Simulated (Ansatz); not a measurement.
# Geometry relaxation of Al2Cu (part 2 of 2)

Continued. System: Al2Cu (I4/mcm, 12 atoms in the cell). Method: DFT PBE, scalar-relativistic, plane waves, PAW, no spin polarisation (Ansatz 0.2.0); cutoff 420 eV, 6×6×8 k-mesh, Gaussian smearing of 0.1 eV. The structure derives from a Materials Project entry. It belongs to a series of runs on one base structure; here: uniaxial strain along c, a, b and atoms relaxed: -2.0 %.

Output, continued:
```
--- Forces (eV/Å), atoms counted from 1 ---
  atom   1  Al     0.00000509    -0.00000509     0.00000000
  atom   2  Al     0.00000509     0.00000509     0.00000000
  atom   3  Al    -0.00000509    -0.00000509    -0.00000000
  atom   4  Al    -0.00000509     0.00000509     0.00000000
  atom   5  Al     0.00000509    -0.00000509     0.00000000
  atom   6  Al     0.00000509     0.00000509     0.00000000
  atom   7  Al    -0.00000509    -0.00000509    -0.00000000
  atom   8  Al    -0.00000509     0.00000509     0.00000000
  atom   9  Cu     0.00000000     0.00000000     0.00000000
  atom  10  Cu     0.00000000     0.00000000     0.00000000
  atom  11  Cu     0.00000000     0.00000000     0.00000000
  atom  12  Cu     0.00000000     0.00000000     0.00000000
  max |Σ_I F_I| component: 1.17e-17 eV/Å
--- Stress (GPa, compression-positive) ---
       -0.001728       0.000000       0.000000
        0.000000      -0.001728       0.000000
        0.000000       0.000000       3.364830
  P = ⅓ Tr σ = 1.1205 GPa (11.205 kbar)
--- Band table (eV; the first three rows and the last of 50) ---
  k-point 0: bands = ["-103.2234", "-103.2234", "-103.2121", "-103.2121", "-60.5966", "-60.5966", "-60.5955", "-60.5955", "-60.5955", "-60.5955", "-60.5846", "-60.5846", "-60.5846", "-60.5846", "-60.4794", "-60.4794", "-0.3363", "3.4065", "3.4565", "3.6106", "3.6106", "5.1368", "5.2486", "5.3160", "5.3780", "5.3780", "5.6699", "5.6699", "6.0285", "6.1232", "6.2899", "6.3849", "6.4396", "6.4688", "6.7438", "6.7721", "7.0842", "7.1302", "7.3684", "7.3684", "7.3744", "7.3744", "7.4327", "7.4327", "8.3344", "8.7919", "9.2789", "9.3713", "9.3713", "9.6430", "10.2322", "10.4976", "12.0928", "12.0928", "12.3665", "13.1096", "13.4552", "13.4552", "13.8272", "14.6446", "15.3465", "15.3465"]
  k-point 1: bands = ["-103.2230", "-103.2230", "-103.2125", "-103.2125", "-60.5951", "-60.5951", "-60.5951", "-60.5951", "-60.5922", "-60.5922", "-60.5851", "-60.5851", "-60.5850", "-60.5850", "-60.4839", "-60.4839", "-0.2332", "3.4963", "3.5730", "3.6883", "3.6883", "4.3841", "5.1868", "5.3560", "5.3560", "5.3960", "5.7043", "5.7043", "6.0680", "6.3069", "6.3594", "6.3930", "6.3992", "6.6800", "6.7266", "6.7573", "7.0301", "7.0435", "7.0435", "7.1487", "7.3450", "7.3450", "7.8218", "7.8218", "8.4063", "8.6230", "8.8970", "8.8970", "9.0377", "9.1957", "9.8193", "11.8377", "12.4345", "12.7215", "12.7215", "12.7907", "12.7907", "12.9544", "13.2059", "15.6489", "15.6489", "15.7179"]
  k-point 2: bands = ["-103.2218", "-103.2218", "-103.2138", "-103.2138", "-60.5939", "-60.5939", "-60.5939", "-60.5939", "-60.5862", "-60.5862", "-60.5862", "-60.5862", "-60.5795", "-60.5795", "-60.4967", "-60.4966", "0.0750", "3.2267", "3.7626", "3.9145", "3.9145", "3.9199", "5.2637", "5.2637", "5.3297", "5.6246", "5.8055", "5.8055", "6.0014", "6.1825", "6.2579", "6.3553", "6.4399", "6.6778", "6.7152", "6.7246", "6.7246", "6.8440", "6.8937", "7.2049", "7.2893", "7.2893", "7.5129", "8.1101", "8.1101", "8.2012", "8.3429", "8.3429", "8.6258", "9.9504", "10.3883", "11.4078", "11.6108", "11.6108", "11.9802", "13.5427", "14.2461", "14.2461", "14.8992", "15.9921", "15.9921", "16.4102"]
  k-point 49: bands = ["-103.2178", "-103.2178", "-103.2178", "-103.2178", "-60.5901", "-60.5901", "-60.5901", "-60.5901", "-60.5901", "-60.5901", "-60.5901", "-60.5901", "-60.5381", "-60.5381", "-60.5381", "-60.5381", "3.1644", "3.1644", "3.1644", "3.1644", "3.1969", "3.1969", "3.1969", "3.1969", "6.2877", "6.2877", "6.2877", "6.2877", "6.3096", "6.3096", "6.3096", "6.3096", "6.3386", "6.3386", "6.3386", "6.3386", "6.5673", "6.5673", "6.5673", "6.5673", "6.7745", "6.7745", "6.7745", "6.7745", "10.7675", "10.7675", "10.7675", "10.7675", "11.2106", "11.2106", "11.2106", "11.2106", "12.2377", "12.2377", "12.2377", "12.2377", "12.7157", "12.7157", "12.7157", "12.7157", "16.0476", "16.0476"]
--- Relaxed structure (4 steps of the walk, 4 accepted, 1 SCFs on fresh bases) ---
  F+E_penalty+E_count = -30802.65168841 eV   max|allowed force component| = 5.087e-6 eV/Å   (the final SCF, on the basis selected at the relaxed cell)
  cell:  # Å, volume = 177.1368 Å³
    - [6.084193948826777, -7.606263266318606e-98, 0.0]
    - [-7.606263266318606e-98, 6.084193948826777, 0.0]
    - [0.0, 0.0, 4.7852276522]
  atoms:
    - { symbol: Al, position: [0.15710526655577806, 0.3428947334442219, -2.047088867830304e-40] }
    - { symbol: Al, position: [0.15710526655577806, 0.6571052665557781, 0.5] }
    - { symbol: Al, position: [0.8428947334442222, 0.3428947334442219, 0.5] }
    - { symbol: Al, position: [0.8428947334442222, 0.6571052665557781, -2.047088867830304e-40] }
    - { symbol: Al, position: [0.6571052665557781, 0.8428947334442222, 0.5] }
    - { symbol: Al, position: [0.6571052665557781, 0.15710526655577806, -2.047088867830304e-40] }
    - { symbol: Al, position: [0.3428947334442219, 0.8428947334442222, -2.047088867830304e-40] }
    - { symbol: Al, position: [0.3428947334442219, 0.15710526655577806, 0.5] }
    - { symbol: Cu, position: [-6.572678594956312e-20, 1.0583126551200837e-20, 0.75] }
    - { symbol: Cu, position: [-6.572678594956312e-20, 1.0583126551200837e-20, 0.25] }
    - { symbol: Cu, position: [0.5, 0.5, 0.25] }
    - { symbol: Cu, position: [0.5, 0.5, 0.75] }
```

Trajectory as extended XYZ (Å, eV, eV/Å), 5 frames, from step=1 to step=5:
```
12
Lattice="6.0827 0.0000 0.0000 0.0000 6.0827 0.0000 0.0000 0.0000 4.7852" Properties=species:S:1:pos:R:3:forces:R:3 step=1 energy=-30802.65080 pressure_GPa=1.19
Al    0.9594    2.0820    0.0000   -0.0291   0.0291   0.0000
Al    0.9594    4.0007    2.3926   -0.0291  -0.0291   0.0000
Al    5.1234    2.0820    2.3926    0.0291   0.0291   0.0000
Al    5.1234    4.0007    0.0000    0.0291  -0.0291   0.0000
Al    4.0007    5.1234    2.3926   -0.0291   0.0291   0.0000
Al    4.0007    0.9594    0.0000   -0.0291  -0.0291   0.0000
Al    2.0820    5.1234    0.0000    0.0291   0.0291   0.0000
Al    2.0820    0.9594    2.3926    0.0291  -0.0291   0.0000
Cu    0.0000    0.0000    3.5889    0.0000   0.0000   0.0000
Cu    0.0000    0.0000    1.1963    0.0000   0.0000   0.0000
Cu    3.0414    3.0414    1.1963    0.0000   0.0000   0.0000
Cu    3.0414    3.0414    3.5889    0.0000   0.0000   0.0000
12
Lattice="6.0816 0.0000 0.0000 0.0000 6.0816 0.0000 0.0000 0.0000 4.7852" Properties=species:S:1:pos:R:3:forces:R:3 step=2 energy=-30802.65166 pressure_GPa=1.21
Al    0.9558    2.0850    0.0000   -0.0023   0.0023   0.0000
Al    0.9558    3.9966    2.3926   -0.0023  -0.0023   0.0000
Al    5.1258    2.0850    2.3926    0.0023   0.0023   0.0000
Al    5.1258    3.9966    0.0000    0.0023  -0.0023   0.0000
Al    3.9966    5.1258    2.3926   -0.0023   0.0023   0.0000
Al    3.9966    0.9558    0.0000   -0.0023  -0.0023   0.0000
Al    2.0850    5.1258    0.0000    0.0023   0.0023   0.0000
Al    2.0850    0.9558    2.3926    0.0023  -0.0023   0.0000
Cu    0.0000    0.0000    3.5889    0.0000   0.0000   0.0000
Cu    0.0000    0.0000    1.1963    0.0000   0.0000   0.0000
Cu    3.0408    3.0408    1.1963    0.0000   0.0000   0.0000
Cu    3.0408    3.0408    3.5889    0.0000   0.0000   0.0000
12
Lattice="6.0850 0.0000 0.0000 0.0000 6.0850 0.0000 0.0000 0.0000 4.7852" Properties=species:S:1:pos:R:3:forces:R:3 step=3 energy=-30802.65163 pressure_GPa=1.09
Al    0.9559    2.0866    0.0000    0.0003  -0.0003   0.0000
Al    0.9559    3.9984    2.3926    0.0003   0.0003   0.0000
Al    5.1290    2.0866    2.3926   -0.0003  -0.0003   0.0000
Al    5.1290    3.9984    0.0000   -0.0003   0.0003   0.0000
Al    3.9984    5.1290    2.3926    0.0003  -0.0003   0.0000
Al    3.9984    0.9559    0.0000    0.0003   0.0003   0.0000
Al    2.0866    5.1290    0.0000   -0.0003  -0.0003   0.0000
Al    2.0866    0.9559    2.3926   -0.0003   0.0003   0.0000
Cu    0.0000    0.0000    3.5889    0.0000   0.0000   0.0000
Cu    0.0000    0.0000    1.1963    0.0000   0.0000   0.0000
Cu    3.0425    3.0425    1.1963    0.0000   0.0000   0.0000
Cu    3.0425    3.0425    3.5889    0.0000   0.0000   0.0000
12
Lattice="6.0842 0.0000 0.0000 0.0000 6.0842 0.0000 0.0000 0.0000 4.7852" Properties=species:S:1:pos:R:3:forces:R:3 step=4 energy=-30802.65165 pressure_GPa=1.12
Al    0.9559    2.0862    0.0000    0.0000   0.0000   0.0000
Al    0.9559    3.9980    2.3926    0.0000   0.0000   0.0000
Al    5.1283    2.0862    2.3926    0.0000   0.0000   0.0000
Al    5.1283    3.9980    0.0000    0.0000   0.0000   0.0000
Al    3.9980    5.1283    2.3926    0.0000   0.0000   0.0000
Al    3.9980    0.9559    0.0000    0.0000   0.0000   0.0000
Al    2.0862    5.1283    0.0000    0.0000   0.0000   0.0000
Al    2.0862    0.9559    2.3926    0.0000   0.0000   0.0000
Cu    0.0000    0.0000    3.5889    0.0000   0.0000   0.0000
Cu    0.0000    0.0000    1.1963    0.0000   0.0000   0.0000
Cu    3.0421    3.0421    1.1963    0.0000   0.0000   0.0000
Cu    3.0421    3.0421    3.5889    0.0000   0.0000   0.0000
12
Lattice="6.0842 0.0000 0.0000 0.0000 6.0842 0.0000 0.0000 0.0000 4.7852" Properties=species:S:1:pos:R:3:forces:R:3 step=5 energy=-30802.65169 pressure_GPa=1.12
Al    0.9559    2.0862    0.0000    0.0000   0.0000   0.0000
Al    0.9559    3.9980    2.3926    0.0000   0.0000   0.0000
Al    5.1283    2.0862    2.3926    0.0000   0.0000   0.0000
Al    5.1283    3.9980    0.0000    0.0000   0.0000   0.0000
Al    3.9980    5.1283    2.3926    0.0000   0.0000   0.0000
Al    3.9980    0.9559    0.0000    0.0000   0.0000   0.0000
Al    2.0862    5.1283    0.0000    0.0000   0.0000   0.0000
Al    2.0862    0.9559    2.3926    0.0000   0.0000   0.0000
Cu    0.0000    0.0000    3.5889    0.0000   0.0000   0.0000
Cu    0.0000    0.0000    1.1963    0.0000   0.0000   0.0000
Cu    3.0421    3.0421    1.1963    0.0000   0.0000   0.0000
Cu    3.0421    3.0421    3.5889    0.0000   0.0000   0.0000
```

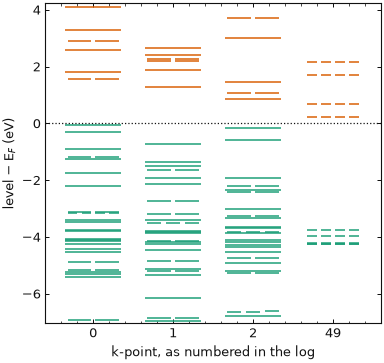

*Kohn–Sham levels near the Fermi level (dotted) at the few k-points that the log prints; levels within 0.02 eV of each other stand side by side.*

The system is metallic on the full mesh.

The run was set up as follows.

The input:
```yaml
crystal:
  lattice:
    - [6.082749146, 0.0, 0.0]
    - [0.0, 6.082749146, 0.0]
    - [0.0, 0.0, 4.7852276522]
  atoms:
    - { symbol: Al, position: [0.1577186903, 0.3422813097, 0.0] }
    - { symbol: Al, position: [0.1577186903, 0.6577186903, 0.5] }
    - { symbol: Al, position: [0.8422813097, 0.3422813097, 0.5] }
    - { symbol: Al, position: [0.8422813097, 0.6577186903, 0.0] }
    - { symbol: Al, position: [0.6577186903, 0.8422813097, 0.5] }
    - { symbol: Al, position: [0.6577186903, 0.1577186903, 0.0] }
    - { symbol: Al, position: [0.3422813097, 0.8422813097, 0.0] }
    - { symbol: Al, position: [0.3422813097, 0.1577186903, 0.5] }
    - { symbol: Cu, position: [0.0, 0.0, 0.75] }
    - { symbol: Cu, position: [0.0, 0.0, 0.25] }
    - { symbol: Cu, position: [0.5, 0.5, 0.25] }
    - { symbol: Cu, position: [0.5, 0.5, 0.75] }
basis:
  ecutwfc: 420
kpoints:
  mp_grid: { grid: [6, 6, 8] }
hamiltonian:
  xc: pbe
scf:
  occupations: { method: gaussian, width: 0.1 }
output:
  forces: true
  stress: true
  eigenvalues: true
relax:
  adjacent_minimum: "off"
  f_tol: 0.008
  max_steps: 40
  cell: { stress_tol: 0.015, fix: [c, angles] }
```

Run as:
```bash
ansatz run input.yaml --threads 1 --pin off --max-ram 2560MiB --backend cpu --events-out ev --progress --plain --runs-dir out
```

Results in brief:

| quantity | value |
| --- | --- |
| outcome | converged |
| space group (tolerance 0.01 Å) | I4/mcm (140) |
| electrons treated | 100 |
| free energy | −30802.6517 eV |
| Fermi energy | 10.541 eV |
| gap on the k-point mesh | none (metallic) |
| pressure | 1.12 GPa |
| final volume | 177.14 Å³ |
| largest force (length of the vector) at the end | under 0.001 eV/Å |
| final cell | a = 6.084 Å, b = 6.084 Å, c = 4.785 Å, α = 90.00°, β = 90.00°, γ = 90.00° |
| hardware | 1 thread of Arm Neoverse N1, 24 GiB of memory available, shared host |
| wall time | 5.3 min |
| peak memory | 0.68 GiB |
